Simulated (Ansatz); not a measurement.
## Where Hf_Al puts its levels in the gap of AlN (P6_3mc)

Charge states of Hf_Al in AlN (P6_3mc), set against the band edges. Model: a cell of 72 host atoms with 1 Al taken out and 1 Hf put in.

Method: place-levels on r2SCAN runs: charge-transition levels and formation energies with image-charge correction and potential alignment at the atomic sites; PAW set soft_1, in Ansatz 0.2.0.

### Step 1. Set-up

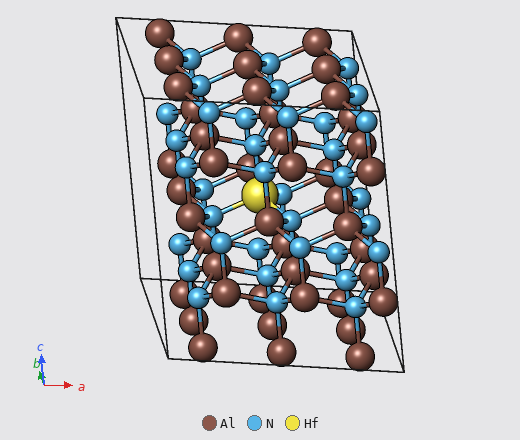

The starting structure, seen from a free direction (aluminium brown, nitrogen blue, hafnium yellow). Some periodic images of atoms are drawn too.

The cell holds 72 atoms: 35 Al, 36 N and 1 Hf. Cell: a = 9.320 Å, b = 9.320 Å, c = 9.956 Å, α = 90.0°, β = 90.0°, γ = 120.0°. It derives from AlN (space group P6_3mc). Nearest the centre at fractional (0.444, 0.556, 0.500): Hf34 at 0.00 Å, N11 at 1.89 Å, N43 at 1.89 Å, N35 at 1.89 Å, N40 at 1.90 Å, Al9 at 3.07 Å, Al13 at 3.07 Å, Al41 at 3.07 Å.

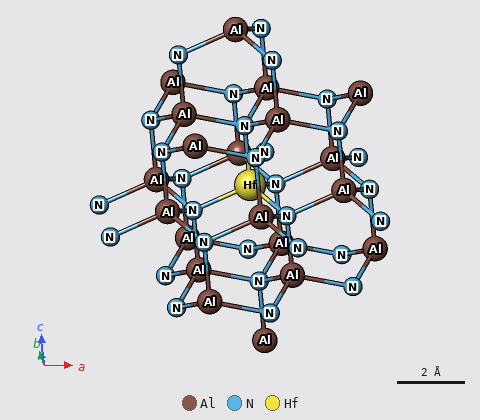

The atoms within 5 Å of the centre.

Coordinates:

```xyz
72
Lattice="9.3196 0.0000 0.0000 -4.6598 8.0710 0.0000 0.0000 0.0000 9.9565" Properties=species:S:1:pos:R:3 pbc="T T T"
Al    1.5533    0.8968    2.4852
Al    0.0000    1.7936    4.9743
N     1.5533    0.8968    4.3848
N     0.0000    1.7936    1.8957
Al    1.5533    0.8968    7.4634
Al    0.0000    1.7936    9.9525
N     1.5533    0.8968    9.3631
N     0.0000    1.7936    6.8739
Al    0.0000    3.5871    2.4852
Al   -1.5533    4.4839    4.9743
N     0.0000    3.5871    4.3848
N    -1.5533    4.4839    1.8957
Al    0.0000    3.5871    7.4634
Al   -1.5533    4.4839    9.9525
N     0.0000    3.5871    9.3631
N    -1.5533    4.4839    6.8739
Al   -1.5533    6.2774    2.4852
Al   -3.1065    7.1742    4.9743
N    -1.5533    6.2774    4.3848
N    -3.1065    7.1742    1.8957
Al   -1.5533    6.2774    7.4634
Al   -3.1065    7.1742    9.9525
N    -1.5533    6.2774    9.3631
N    -3.1065    7.1742    6.8739
Al    4.6598    0.8968    2.4852
Al    3.1065    1.7936    4.9743
N     4.6598    0.8968    4.3848
N     3.1065    1.7936    1.8957
Al    4.6598    0.8968    7.4634
Al    3.1065    1.7936    9.9525
N     4.6598    0.8968    9.3631
N     3.1065    1.7936    6.8739
Al    3.1065    3.5871    2.4852
Hf    1.5533    4.4839    4.9743
N     3.1065    3.5871    4.3848
N     1.5533    4.4839    1.8957
Al    3.1065    3.5871    7.4634
Al    1.5533    4.4839    9.9525
N     3.1065    3.5871    9.3631
N     1.5533    4.4839    6.8739
Al    1.5533    6.2774    2.4852
Al    0.0000    7.1742    4.9743
N     1.5533    6.2774    4.3848
N     0.0000    7.1742    1.8957
Al    1.5533    6.2774    7.4634
Al    0.0000    7.1742    9.9525
N     1.5533    6.2774    9.3631
N     0.0000    7.1742    6.8739
Al    7.7663    0.8968    2.4852
Al    6.2130    1.7936    4.9743
N     7.7663    0.8968    4.3848
N     6.2130    1.7936    1.8957
Al    7.7663    0.8968    7.4634
Al    6.2130    1.7936    9.9525
N     7.7663    0.8968    9.3631
N     6.2130    1.7936    6.8739
Al    6.2130    3.5871    2.4852
Al    4.6598    4.4839    4.9743
N     6.2130    3.5871    4.3848
N     4.6598    4.4839    1.8957
Al    6.2130    3.5871    7.4634
Al    4.6598    4.4839    9.9525
N     6.2130    3.5871    9.3631
N     4.6598    4.4839    6.8739
Al    4.6598    6.2774    2.4852
Al    3.1065    7.1742    4.9743
N     4.6598    6.2774    4.3848
N     3.1065    7.1742    1.8957
Al    4.6598    6.2774    7.4634
Al    3.1065    7.1742    9.9525
N     4.6598    6.2774    9.3631
N     3.1065    7.1742    6.8739
```

Known beforehand: the electronic dielectric constant, (4.49, 4.49, 4.72), and the static one, (8.15, 8.15, 9.65), computed on the host (DFPT, PBEsol, on the r2SCAN cell), and a cell off the functional's own equilibrium shifts the ionic part.

The cell's shortest repeat is 9.3 Å.

### Step 2. The runs of each charge state

A transition level is the Fermi level at which two charge states cost the same, so each charge needs its own total energy, at its own relaxed structure.

Each atom starts 0.05 Å or so off its site in a random direction: a symmetric start keeps its symmetry, and would miss off-centre moves and Jahn–Teller distortions. Forces are taken at one point at (¼, ¼, ¼). The cell holds 1 electron more than the neutral one, with a uniform background that keeps it neutral on the whole.

The sampling was tested on the host first: at the k-points planned (1x1x1 shifted 0.25 0.25 0.25) its energy lies -0.014 eV an atom from the dense-mesh value, under the bound of 0.02 eV set for this test; that bounds the host's error, not the defect's.

One of the inputs; charge, spin and start change from state to state.

Contents of qm1.relax/input.yaml:

```yaml
crystal:
  lattice:
    - [9.31956554, 9.0e-08, 0.0]
    - [-4.65978284, 8.07098046, 0.0]
    - [0.0, 0.0, 9.95647772]
  atoms:
    - { symbol: Al, position: [0.22222222, 0.11111111, 0.24960167] }
    - { symbol: Al, position: [0.11111111, 0.22222222, 0.49960167] }
    - { symbol: "N", position: [0.22222222, 0.11111111, 0.44039833] }
    - { symbol: "N", position: [0.11111111, 0.22222222, 0.19039833] }
    - { symbol: Al, position: [0.22222222, 0.11111111, 0.74960167] }
    - { symbol: Al, position: [0.11111111, 0.22222222, 0.99960167] }
    - { symbol: "N", position: [0.22222222, 0.11111111, 0.94039833] }
    - { symbol: "N", position: [0.11111111, 0.22222222, 0.69039833] }
    - { symbol: Al, position: [0.22222222, 0.44444444, 0.24960167] }
    - { symbol: Al, position: [0.11111111, 0.55555556, 0.49960167] }
    - { symbol: "N", position: [0.22222222, 0.44444444, 0.44039833] }
    - { symbol: "N", position: [0.11111111, 0.55555556, 0.19039833] }
    - { symbol: Al, position: [0.22222222, 0.44444444, 0.74960167] }
    - { symbol: Al, position: [0.11111111, 0.55555556, 0.99960167] }
    - { symbol: "N", position: [0.22222222, 0.44444444, 0.94039833] }
    - { symbol: "N", position: [0.11111111, 0.55555556, 0.69039833] }
    - { symbol: Al, position: [0.22222222, 0.77777778, 0.24960167] }
    - { symbol: Al, position: [0.11111111, 0.88888889, 0.49960167] }
    - { symbol: "N", position: [0.22222222, 0.77777778, 0.44039833] }
    - { symbol: "N", position: [0.11111111, 0.88888889, 0.19039833] }
    - { symbol: Al, position: [0.22222222, 0.77777778, 0.74960167] }
    - { symbol: Al, position: [0.11111111, 0.88888889, 0.99960167] }
    - { symbol: "N", position: [0.22222222, 0.77777778, 0.94039833] }
    - { symbol: "N", position: [0.11111111, 0.88888889, 0.69039833] }
    - { symbol: Al, position: [0.55555556, 0.11111111, 0.24960167] }
    - { symbol: Al, position: [0.44444444, 0.22222222, 0.49960167] }
    - { symbol: "N", position: [0.55555556, 0.11111111, 0.44039833] }
    - { symbol: "N", position: [0.44444444, 0.22222222, 0.19039833] }
    - { symbol: Al, position: [0.55555556, 0.11111111, 0.74960167] }
    - { symbol: Al, position: [0.44444444, 0.22222222, 0.99960167] }
    - { symbol: "N", position: [0.55555556, 0.11111111, 0.94039833] }
    - { symbol: "N", position: [0.44444444, 0.22222222, 0.69039833] }
    - { symbol: Al, position: [0.55555556, 0.44444444, 0.24960167] }
    - { symbol: Hf, position: [0.44444444, 0.55555556, 0.49960167] }
    - { symbol: "N", position: [0.55555556, 0.44444444, 0.44039833] }
    - { symbol: "N", position: [0.44444444, 0.55555556, 0.19039833] }
    - { symbol: Al, position: [0.55555556, 0.44444444, 0.74960167] }
    - { symbol: Al, position: [0.44444444, 0.55555556, 0.99960167] }
    - { symbol: "N", position: [0.55555556, 0.44444444, 0.94039833] }
    - { symbol: "N", position: [0.44444444, 0.55555556, 0.69039833] }
    - { symbol: Al, position: [0.55555556, 0.77777778, 0.24960167] }
    - { symbol: Al, position: [0.44444444, 0.88888889, 0.49960167] }
    - { symbol: "N", position: [0.55555556, 0.77777778, 0.44039833] }
    - { symbol: "N", position: [0.44444444, 0.88888889, 0.19039833] }
    - { symbol: Al, position: [0.55555556, 0.77777778, 0.74960167] }
    - { symbol: Al, position: [0.44444444, 0.88888889, 0.99960167] }
    - { symbol: "N", position: [0.55555556, 0.77777778, 0.94039833] }
    - { symbol: "N", position: [0.44444444, 0.88888889, 0.69039833] }
    - { symbol: Al, position: [0.88888889, 0.11111111, 0.24960167] }
    - { symbol: Al, position: [0.77777778, 0.22222222, 0.49960167] }
    - { symbol: "N", position: [0.88888889, 0.11111111, 0.44039833] }
    - { symbol: "N", position: [0.77777778, 0.22222222, 0.19039833] }
    - { symbol: Al, position: [0.88888889, 0.11111111, 0.74960167] }
    - { symbol: Al, position: [0.77777778, 0.22222222, 0.99960167] }
    - { symbol: "N", position: [0.88888889, 0.11111111, 0.94039833] }
    - { symbol: "N", position: [0.77777778, 0.22222222, 0.69039833] }
    - { symbol: Al, position: [0.88888889, 0.44444444, 0.24960167] }
    - { symbol: Al, position: [0.77777778, 0.55555556, 0.49960167] }
    - { symbol: "N", position: [0.88888889, 0.44444444, 0.44039833] }
    - { symbol: "N", position: [0.77777778, 0.55555556, 0.19039833] }
    - { symbol: Al, position: [0.88888889, 0.44444444, 0.74960167] }
    - { symbol: Al, position: [0.77777778, 0.55555556, 0.99960167] }
    - { symbol: "N", position: [0.88888889, 0.44444444, 0.94039833] }
    - { symbol: "N", position: [0.77777778, 0.55555556, 0.69039833] }
    - { symbol: Al, position: [0.88888889, 0.77777778, 0.24960167] }
    - { symbol: Al, position: [0.77777778, 0.88888889, 0.49960167] }
    - { symbol: "N", position: [0.88888889, 0.77777778, 0.44039833] }
    - { symbol: "N", position: [0.77777778, 0.88888889, 0.19039833] }
    - { symbol: Al, position: [0.88888889, 0.77777778, 0.74960167] }
    - { symbol: Al, position: [0.77777778, 0.88888889, 0.99960167] }
    - { symbol: "N", position: [0.88888889, 0.77777778, 0.94039833] }
    - { symbol: "N", position: [0.77777778, 0.88888889, 0.69039833] }
  host:
    repeats: [3, 3, 2]
    atoms:
      - { symbol: Al, position: [0.66666667, 0.33333333, 0.49920333] }
      - { symbol: Al, position: [0.33333333, 0.66666667, 0.99920333] }
      - { symbol: "N", position: [0.66666667, 0.33333333, 0.88079667] }
      - { symbol: "N", position: [0.33333333, 0.66666667, 0.38079667] }
total_charge: -1
basis:
  ecutwfc: 500
  xc_grid: 2
hamiltonian:
  xc: r2scan
  pseudopotentials: { kind: paw, azcp: { folder: soft_1 } }
kpoints:
  mp_grid: { grid: [1, 1, 1], shift: [0.25, 0.25, 0.25] }
scf:
  occupations: { method: fixed }
  max_iter: 80
output:
  forces: true
  charged_corrections:
    epsilon: [4.49, 4.49, 4.72]
    static_epsilon: [8.15, 8.15, 9.65]
    defect_position: [0.444444, 0.555556, 0.499602]
relax:
  f_tol: 0.02
  max_steps: 80
  random_displacement: { amplitude: 0.05, seed: 5717 }
checkpoint:
  write: "../qm1.relax.run"
  compress: false
  write_wavefunctions: true
  write_every: 100000
```

Started as:

```
> ansatz run input.yaml --threads 4 --pin off --max-ram 7536MiB --backend cpu --events-out ev --progress --plain --runs-dir out
```

The relaxed structure is kept and the sampling changed to a 2×2×2 shifted mesh.

The run of this state that the levels use, under r2SCAN:

Contents of qm1.point/input.yaml:

```yaml
crystal:
  checkpoint: "../qm1.relax.run"
  host: checkpoint
total_charge: -1
basis:
  ecutwfc: 500
  xc_grid: 2
hamiltonian:
  xc: r2scan
  pseudopotentials: { kind: paw, azcp: { folder: soft_1 } }
kpoints:
  mp_grid: { grid: [2, 2, 2], shift: [0.5, 0.5, 0.5] }
scf:
  occupations: { method: fermi_dirac, width: 0.01 }
  max_iter: 80
output:
  forces: true
  eigenvalues: true
  charged_corrections:
    epsilon: [4.49, 4.49, 4.72]
    static_epsilon: [8.15, 8.15, 9.65]
    defect_position: [0.444444, 0.555556, 0.499602]
  eigenstates: { localisation: true }
  populations: true
  band_densities: [{ bands: [v1, v1] }, { bands: [c1, c1] }]
  write_density: true
  write_potential: true
  volumetric_format: npy
  elf: true
checkpoint:
  read: "../qm1.relax.run"
  write: "../qm1.point.run"
  compress: false
  write_wavefunctions: false
  write_every: 100000
```

Relaxations under r2SCAN at one point at (¼, ¼, ¼); times on 4 threads of Arm Neoverse V1, shared host:

| charge | moment (μB) | occupations | outcome | steps | largest displacement against the far atoms (Å) | time |
| --- | --- | --- | --- | --- | --- | --- |
| −1 | 0 | fixed | converged | 12 | 0.26 | 3.1 min |
| 0 | 1 | fixed | converged | 7 | 0.21 | 4.4 min |
| +1 | 0 | fixed | converged | 5 | 0.14 | 92 s |

Single points under r2SCAN at a 2×2×2 shifted mesh; times on 4 threads of Arm Neoverse V1, shared host:

| charge | moment (μB) | occupations | outcome | time |
| --- | --- | --- | --- | --- |
| −1 | 0 | fermi-dirac | converged | 99 s |
| 0 | 1 | fermi-dirac | converged | 3.5 min |
| +1 | 0 | fermi-dirac | converged | 92 s |

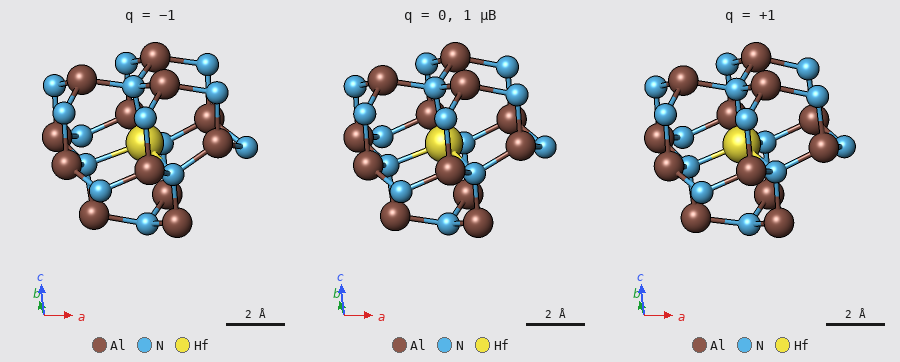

The structures near the centre after relaxation with r2SCAN, by charge.

Distances (Å) from Hf34 to the nearest atoms after relaxation with r2SCAN:

| charge | moment (μB) | 1. | 2. | 3. | 4. | 5. | 6. |
| --- | --- | --- | --- | --- | --- | --- | --- |
| −1 | 0 | N 2.02 | N 2.02 | N 2.13 | N 2.20 | Al 2.80 | Al 2.81 |
| 0 | 1 | N 2.02 | N 2.02 | N 2.09 | N 2.11 | Al 2.96 | Al 2.97 |
| +1 | 0 | N 2.01 | N 2.02 | N 2.02 | N 2.04 | N 2.97 | Al 3.10 |

### Step 3. Placing the levels, r2SCAN

A charged cell interacts with its images and the background, and its potential has another zero than the host's. place-levels removes the first by a point-charge model, screened by the static dielectric constant since the ions have relaxed around the charge, and the second by comparing potentials at atoms far from the defect.

The host is a run of the defect-free crystal in the same cutoffs, grids and k-points, so that basis and sampling errors cancel in part in the differences. The host is run in a cell of 8 atoms on a matching mesh. Its band edges are searched through the zone by a band path, so the gap is smaller than, or equal to, that on the mesh. Chemical potentials are energies per atom of Al (fcc) and Hf (hcp), run with the same functional and cutoff.

Contents of levels.point.yaml:

```yaml
host:
  run: host.point.run
states: [qm1.point.run, q0_M1.point.run, qp1.point.run]
geometry_from:
  qm1.point.run: qm1.relax.run
  q0_M1.point.run: q0_M1.relax.run
  qp1.point.run: qp1.relax.run
  host.point.run: host.relax.run
chemical_potentials:
  Al:
    energy: -540.418346
    dataset: <sha256 of the dataset>
  Hf:
    energy: -15733.791958
    dataset: "<sha256 of the dataset>"
epsilon: [4.49, 4.49, 4.72]
static_epsilon: [8.15, 8.15, 9.65]
vertical:
  - { from: qm1.point.run, to: qm1.point_neutral.run }
  - { from: qp1.point.run, to: qp1.point_neutral.run }
```

Started as:

```
> ansatz place-levels levels.point.yaml -- --threads 4 --pin off --max-ram 7536MiB
```

Numbers of over 12 decimals in the logs are rounded to 6 here.

Log:

```text
[... repeated set-up lines and file paths are left out, and long positions are rounded to six places ...]
(+1/0) 4.311 eV above the valence edge, 0.567 eV under the conduction edge
(0/-1) 5.044 eV above the valence edge, in the conduction band
formation energy of charge +1: -1.506 eV with the Fermi level at the valence edge
formation energy of charge 0: +2.805 eV with the Fermi level at the valence edge
formation energy of charge -1: +7.849 eV with the Fermi level at the valence edge
vertical -1 to 0: no energy, since no alignment is typed
  the change from vertical[0].from (qm1.point.run) to vertical[0].to (qm1.point_neutral.run): by its potential at epsilon [4.49, 4.49, 4.72] it stands at 0.643 0.638 0.530, with an rms radius of about 1.8 Å (1.3 1.0 0.8 Å across the planes of the cell's [...]
vertical +1 to 0: no energy, since no alignment is typed
  the change from vertical[1].from (qp1.point.run) to vertical[1].to (qp1.point_neutral.run): by its potential at epsilon [4.49, 4.49, 4.72] it stands at 0.519 0.577 0.538, with an rms radius of about 2.3 Å (1.6 1.2 1.1 Å across the planes of the cell's [...]
  edges by r2scan, gap 4.878 eV; the host is sampled to repeats of 18.64 Å
  the defect's cells are sampled to repeats of 18.64 Å, like sampling
  charge +1: -48627.3100 eV with its correction of +0.658 eV, at epsilon [8.15, 8.15, 9.65], aligned at sites: +0.3949 eV, mean over 33 atomic sites at or beyond 4.66 Å from the host's site at [0.4444, 0.5556, 0.4997] by the defect at [0.4444, 0.5556, [...]
  charge 0: +0.000 eV for its dipole among its images, +0.000 omitted
  charge -1: -48604.1186 eV with its correction of -0.209 eV, at epsilon [8.15, 8.15, 9.65], aligned at sites: +0.4718 eV, mean over 33 atomic sites at or beyond 4.66 Å from the host's site at [0.4444, 0.5556, 0.4997] by the defect at [0.4444, 0.5556, [...]
  of states[2] (qp1.point.run): it parts from the run at its places by a charge that spreads by about 1.6 Å along one vector (1.4 Å or more is wide), by its potential at epsilon [4.49, 4.49, 4.72], taken for that of held ions (one typed too small widens it), [...]
  of states[1] (q0_M1.point.run): its displacements don't fall off away from the defect: farther atoms stand 0.018 Å off the host's places. [...]
  of states[0] (qm1.point.run): its displacements don't fall off away from the defect: farther atoms stand 0.03 Å off the host's places. [...]
  of vertical[0].from (qm1.point.run): its displacements don't fall off away from the defect: farther atoms stand 0.03 Å off the host's places. [...]
  of vertical[0].to (qm1.point_neutral.run): its displacements don't fall off away from the defect: farther atoms stand 0.03 Å off the host's places. [...]
  of vertical[1].from (qp1.point.run): its displacements don't fall off away from the defect: farther atoms stand 0.012 Å off the host's places. [...]
  of vertical[1].to (qp1.point_neutral.run): its displacements don't fall off away from the defect: farther atoms stand 0.012 Å off the host's places. [...]
```

Run time: 0.37 s. Hardware: 4 threads of Arm Neoverse V1, shared host.

(Continued in part 2 of 2.)

[Logs are printed without paths, hosts, clocks, repeated set-up lines and the standing remarks that a program may print on its own settings, such as how far it seeks lower states.]

[Hosts, paths, dates, database ids (printed as entryN), source tags and the programs' standing remarks are cut or masked in the printed files.]

[Where a table of states has a column of steps, it counts the stored structures, which are thinned; the runs took as many ionic steps or more.]

[A defect's name tells the site on which it was built; relaxed atoms can leave that site.]

[For some hosts the program warned that the k-mesh of the response run may be too coarse for force constants and the static dielectric constant; such warnings are not shown here.]
